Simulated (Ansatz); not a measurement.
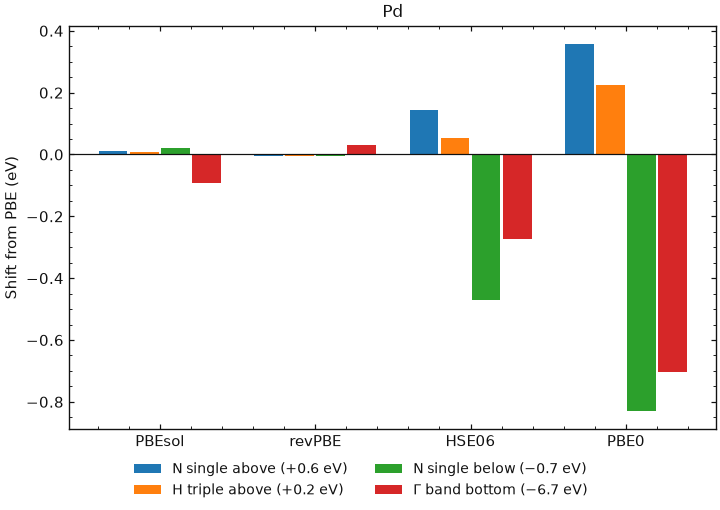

Levels near the Fermi level of bcc Pd, space group Im-3m (No. 229), 1 atom in the primitive cell (cubic a = 3.145 Å), a metal, by five methods on one cell, as shifts from PBE. Each level is counted from the Fermi level of its run and named by k point, degeneracy (spin aside) and side; the legend gives its PBE energy; the band bottom is the lowest valence level above the core-like shells.

> Which method departs most from PBE, and how?

PBE0: it moves N single above by +0.36 eV, H triple above by +0.22 eV, N single below by −0.83 eV and Γ band bottom by −0.70 eV. Exact exchange pushes filled levels down from the Fermi level and so widens the occupied bands.

> How does the occupied bandwidth compare?

The Fermi level lies 6.73 eV (PBE), 6.82 eV (PBEsol), 6.70 eV (revPBE), 7.00 eV (HSE06) and 7.43 eV (PBE0) above the band bottom.

| method | N single above (eV) | H triple above (eV) | N single below (eV) | Γ band bottom (eV) |
| --- | --- | --- | --- | --- |
| PBE | 0.57 | 0.21 | −0.66 | −6.73 |
| PBEsol | 0.58 | 0.22 | −0.64 | −6.82 |
| revPBE | 0.56 | 0.21 | −0.66 | −6.70 |
| HSE06 | 0.71 | 0.27 | −1.13 | −7.00 |
| PBE0 | 0.93 | 0.44 | −1.49 | −7.43 |

Settings. PBE: Ansatz PAW, 12×12×12 k mesh, 420 eV cutoff, Fermi-Dirac smearing of 0.05 eV (Ansatz). PBEsol: Ansatz PAW, 12×12×12 k mesh, 420 eV cutoff, Fermi-Dirac smearing of 0.05 eV (Ansatz 0.2.0). revPBE: Ansatz PAW, 12×12×12 k mesh, 420 eV cutoff, Fermi-Dirac smearing of 0.05 eV (Ansatz 0.2.0). HSE06: Ansatz PAW, 8×8×8 k mesh, 420 eV cutoff, Fermi-Dirac smearing of 0.05 eV (Ansatz 0.2.0). PBE0: Ansatz PAW, 8×8×8 k mesh, 420 eV cutoff, Fermi-Dirac smearing of 0.05 eV (Ansatz). No run carries moments or holds spin-orbit coupling.

This isn't the form of Pd at room conditions, which is fcc. PBEsol, revPBE, HSE06 and PBE0: the PAW data sets were made with another functional. HSE06 and PBE0: the k mesh is thin for exact exchange. PBE0: unscreened exact exchange wrongly thins out the states at the Fermi level of a metal. The meshes or smearings differ, which moves the Fermi levels.
